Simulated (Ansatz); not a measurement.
**Single-point calculation, with input and output: AlN (part 2 of 2)**

AlN (P6₃/mmc, 48 atoms in the cell); DFT PBE, scalar-relativistic, plane waves, PAW, no spin polarisation (Ansatz 0.2.0); cutoff 420 eV, 2×2×2 k-mesh, Gaussian smearing of 0.05 eV. The structure derives from a Materials Project entry.

## What the program printed, continued
```
--- Per-component energies (eV) ---
  E_band       = 485.708400
  E_kinetic    = 3846.846908
  E_local      = -5211.128321  (includes V_loc(G=0)·N_el)
  E_nonlocal   = 1313.088492
  E_hartree    = 1846.335021
  E_xc         = -2452.355109
  E_vxc        = -2603.770858  (∫ρ·V_xc dr)
  E_paw        = -14277.012711  (= ΣΔE_a)
  E_vpaw       = -551.998516  (= ΣTr[D̂ρ^β])
  E_aug_tail   = 0.002351  (compensation charges beyond the density's cutoff)
  E_ewald      = -7242.416078
  E_smearing   = -0.000000  (= −TS)
  E_closure    = -0.000000  (closes the sum)
  Σ components = -22176.639448   (vs F -22176.639448, Δ=0.00e0)
--- Forces (eV/Å), atoms counted from 1 ---
  atom   1  Al     0.00031181    -0.00018002    -0.00000000
  atom   2  Al     0.00031181    -0.00018002     0.00000000
  atom   3  Al     0.00031181    -0.00018002    -0.00000000
  atom   4  Al     0.00031181    -0.00018002    -0.00000000
  atom   5  Al     0.00031181    -0.00018002     0.00000000
  atom   6  Al     0.00031181    -0.00018002    -0.00000000
  atom   7  Al     0.00031181    -0.00018002    -0.00000000
  atom   8  Al     0.00031181    -0.00018002     0.00000000
  atom   9  Al     0.00031181    -0.00018002    -0.00000000
  atom  10  Al     0.00031181    -0.00018002    -0.00000000
  atom  11  Al     0.00031181    -0.00018002    -0.00000000
  atom  12  Al     0.00031181    -0.00018002    -0.00000000
  atom  13  Al    -0.00031181     0.00018002     0.00000000
  atom  14  Al    -0.00031181     0.00018002     0.00000000
  atom  15  Al    -0.00031181     0.00018002    -0.00000000
  atom  16  Al    -0.00031181     0.00018002    -0.00000000
  atom  17  Al    -0.00031181     0.00018002     0.00000000
  atom  18  Al    -0.00031181     0.00018002     0.00000000
  atom  19  Al    -0.00031181     0.00018002     0.00000000
  atom  20  Al    -0.00031181     0.00018002     0.00000000
  atom  21  Al    -0.00031181     0.00018002     0.00000000
  atom  22  Al    -0.00031181     0.00018002    -0.00000000
  atom  23  Al    -0.00031181     0.00018002     0.00000000
  atom  24  Al    -0.00031181     0.00018002     0.00000000
  atom  25  N      0.00106919    -0.00061729     0.00000000
  atom  26  N      0.00106919    -0.00061729    -0.00000000
  atom  27  N      0.00106919    -0.00061729    -0.00000000
  atom  28  N      0.00106919    -0.00061729     0.00000000
  atom  29  N      0.00106919    -0.00061729    -0.00000000
  atom  30  N      0.00106919    -0.00061729    -0.00000000
  atom  31  N      0.00106919    -0.00061729    -0.00000000
  atom  32  N      0.00106919    -0.00061729    -0.00000000
  atom  33  N      0.00106919    -0.00061729    -0.00000000
  atom  34  N      0.00106919    -0.00061729     0.00000000
  atom  35  N      0.00106919    -0.00061729    -0.00000000
  atom  36  N      0.00106919    -0.00061729    -0.00000000
  atom  37  N     -0.00106919     0.00061729     0.00000000
  atom  38  N     -0.00106919     0.00061729    -0.00000000
  atom  39  N     -0.00106919     0.00061729    -0.00000000
  atom  40  N     -0.00106919     0.00061729     0.00000000
  atom  41  N     -0.00106919     0.00061729     0.00000000
  atom  42  N     -0.00106919     0.00061729     0.00000000
  atom  43  N     -0.00106919     0.00061729     0.00000000
  atom  44  N     -0.00106919     0.00061729     0.00000000
  atom  45  N     -0.00106919     0.00061729    -0.00000000
  atom  46  N     -0.00106919     0.00061729     0.00000000
  atom  47  N     -0.00106919     0.00061729     0.00000000
  atom  48  N     -0.00106919     0.00061729     0.00000000
  max |Σ_I F_I| component: 1.53e-17 eV/Å
--- Band table (eV; the first three rows and the last of 5) ---
  k-point 0: bands = ["-7.7714", "-6.8882", "-6.8882", "-5.9265", "-5.6990", "-5.6990", "-5.6990", "-5.6990", "-5.6990", "-5.6990", "-5.6990", "-5.6990", "-5.2467", "-5.2467", "-5.2467", "-5.2467", "-5.2001", "-5.2001", "-5.2001", "-5.2001", "-4.7793", "-4.2654", "-4.2654", "-4.1629", "1.7627", "1.7627", "1.7627", "1.7627", "2.1477", "2.3205", "2.3205", "2.5469", "3.0421", "3.0421", "3.0421", "3.0421", "3.0421", "3.0421", "3.0421", "3.0421", "3.1264", "3.1264", "3.9340", "3.9340", "4.0960", "4.0960", "4.2854", "4.4745", "4.4745", "4.4746", "4.4746", "4.5297", "4.6899", "5.2560", "5.2560", "5.2560", "5.2560", "5.5770", "5.5770", "5.5770", "5.5770", "5.5770", "5.5770", "5.5770", "5.5770", "5.7341", "5.7344", "5.7608", "5.7608", "5.7608", "5.7608", "5.9937", "5.9937", "6.1250", "6.4748", "6.4748", "7.2592", "7.2592", "7.2623", "7.2623", "7.2623", "7.2623", "7.3880", "7.3883", "7.4559", "7.4559", "7.4559", "7.4559", "7.4559", "7.4559", "7.4559", "7.4559", "7.5411", "7.5909", "7.5909", "8.9999", "12.2587", "12.8931", "13.4158", "14.0723", "14.0723", "14.0723", "14.0723", "14.2018", "14.2018", "14.3251", "14.3251", "14.6042", "14.6042", "14.6042", "14.6042"]
  k-point 1: bands = ["-7.5372", "-7.5372", "-6.0113", "-6.0113", "-5.8414", "-5.8414", "-5.8414", "-5.8414", "-5.7399", "-5.7399", "-5.3810", "-5.3810", "-5.3810", "-5.3810", "-5.3810", "-5.3810", "-5.3810", "-5.3810", "-4.8652", "-4.8652", "-4.6574", "-4.6574", "-4.1604", "-4.1604", "2.2299", "2.2299", "2.2299", "2.2299", "2.2299", "2.2299", "2.2299", "2.2299", "2.4016", "2.4016", "2.4914", "2.4914", "2.7374", "2.7374", "3.3034", "3.3034", "3.3034", "3.3034", "3.9412", "3.9412", "4.1829", "4.1829", "4.2793", "4.2793", "4.5348", "4.5348", "4.7315", "4.7315", "5.0308", "5.0308", "5.2177", "5.2177", "5.2830", "5.2830", "5.5248", "5.5248", "5.5248", "5.5248", "5.5248", "5.5248", "5.5248", "5.5248", "5.9331", "5.9331", "6.1135", "6.1135", "6.1135", "6.1135", "6.3480", "6.3480", "6.7221", "6.7221", "6.8066", "6.8066", "6.9892", "6.9892", "7.1204", "7.1204", "7.1204", "7.1204", "7.4400", "7.4400", "7.4577", "7.4577", "7.4577", "7.4577", "7.4577", "7.4577", "7.4577", "7.4577", "8.6075", "8.6075", "13.2238", "13.2238", "13.9968", "13.9968", "14.2471", "14.2471", "14.3049", "14.3049", "14.3049", "14.3049", "14.3049", "14.3049", "14.3049", "14.3049", "14.3783"]
  k-point 2: bands = ["-7.1725", "-7.1725", "-6.7562", "-6.7562", "-6.0699", "-6.0699", "-6.0699", "-6.0699", "-5.7706", "-5.7706", "-5.5406", "-5.5406", "-4.8924", "-4.8924", "-4.8653", "-4.8653", "-4.7783", "-4.7783", "-4.7449", "-4.7449", "-4.7268", "-4.7268", "-4.7268", "-4.7268", "2.0678", "2.0678", "2.1046", "2.1046", "2.1048", "2.1048", "2.4726", "2.4726", "2.6577", "2.6577", "2.8508", "2.8508", "3.0452", "3.0452", "3.1262", "3.1262", "3.4374", "3.4374", "3.4375", "3.4375", "3.7705", "3.7705", "3.9947", "3.9947", "4.5264", "4.5264", "4.6759", "4.6759", "4.6761", "4.6761", "5.3217", "5.3217", "5.4407", "5.4407", "5.4516", "5.4516", "5.5993", "5.5993", "5.7120", "5.7120", "5.7121", "5.7121", "5.9178", "5.9178", "6.0455", "6.0455", "6.1126", "6.1126", "6.3168", "6.3168", "6.3396", "6.3396", "6.7320", "6.7320", "6.7322", "6.7322", "7.0791", "7.0791", "7.0839", "7.0839", "7.5464", "7.5464", "7.7060", "7.7060", "7.7700", "7.7700", "7.7701", "7.7701", "8.0591", "8.0591", "8.1415", "8.1415", "13.6634", "13.6634", "13.6913", "13.6913", "13.7782", "13.7782", "13.7783", "13.7783", "14.4668", "14.4668", "14.7798", "14.7798", "14.7872", "14.7872", "14.7873"]
  k-point 4: bands = ["-6.8882", "-6.8882", "-6.8882", "-6.8882", "-6.3496", "-6.3496", "-5.9265", "-5.9265", "-5.6990", "-5.6990", "-5.6990", "-5.6990", "-5.2001", "-5.2001", "-5.0395", "-5.0395", "-5.0395", "-5.0395", "-4.7793", "-4.7793", "-4.2654", "-4.2654", "-4.2654", "-4.2654", "1.7628", "1.7628", "2.1630", "2.1630", "2.1630", "2.1630", "2.5466", "2.5466", "3.0420", "3.0420", "3.0420", "3.0420", "3.1264", "3.1264", "3.1264", "3.1264", "3.8775", "3.8775", "3.8775", "3.8775", "3.9341", "3.9341", "3.9341", "3.9341", "4.0962", "4.0962", "4.0962", "4.0962", "4.2854", "4.2854", "4.5299", "4.5299", "4.6898", "4.6898", "5.2748", "5.2748", "5.5772", "5.5772", "5.5772", "5.5772", "5.7606", "5.7606", "5.9936", "5.9936", "5.9936", "5.9936", "6.1250", "6.1250", "6.5217", "6.5217", "6.5220", "6.5220", "7.2590", "7.2590", "7.2590", "7.2590", "7.2625", "7.2625", "7.4558", "7.4558", "7.4558", "7.4558", "7.5413", "7.5413", "7.5909", "7.5909", "7.5909", "7.5909", "8.1776", "8.1776", "8.1776", "8.1776", "12.8933", "12.8933", "14.0721", "14.0721", "14.3251", "14.3251", "14.3251", "14.3251", "14.6042", "14.6042", "14.6042", "14.6042", "14.6553", "14.6553", "15.6862"]
```

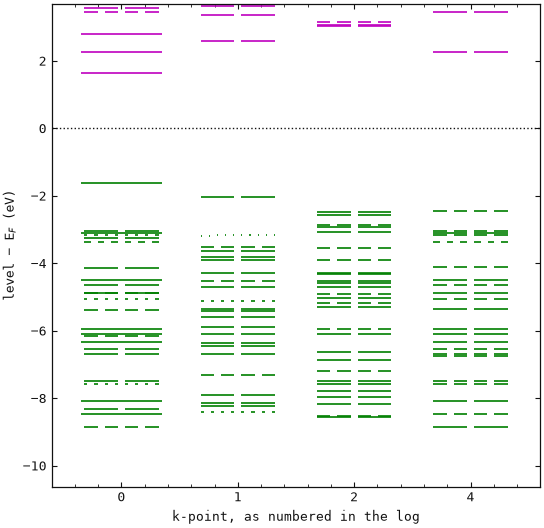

**Figure 1.** Kohn–Sham levels near the Fermi level (dotted) at the few k-points that the log prints; levels within 0.02 eV of each other stand side by side. Among these points the highest filled and lowest empty levels are 3.26 eV apart, which is the gap on the mesh.

## Key numbers

```json
{"quantity": "outcome", "value": "converged"}
{"quantity": "space group (tolerance 0.01 Å)", "value": "P6₃/mmc (194)"}
{"quantity": "electrons treated", "value": "192"}
{"quantity": "free energy", "value": "−22176.6394 eV"}
{"quantity": "Fermi energy", "value": "10.629 eV"}
{"quantity": "gap on the k-point mesh", "value": "3.26 eV"}
{"quantity": "largest force (length of the vector)", "value": "0.001 eV/Å"}
{"quantity": "hardware", "value": "4 threads of Arm Neoverse V1, 24 GiB of memory available, shared host"}
{"quantity": "wall time", "value": "5.2 s (CPU time 20 s)"}
{"quantity": "peak memory", "value": "1.7 GiB"}
```

## Notes

Warnings of the run: the structure was made exactly symmetric.
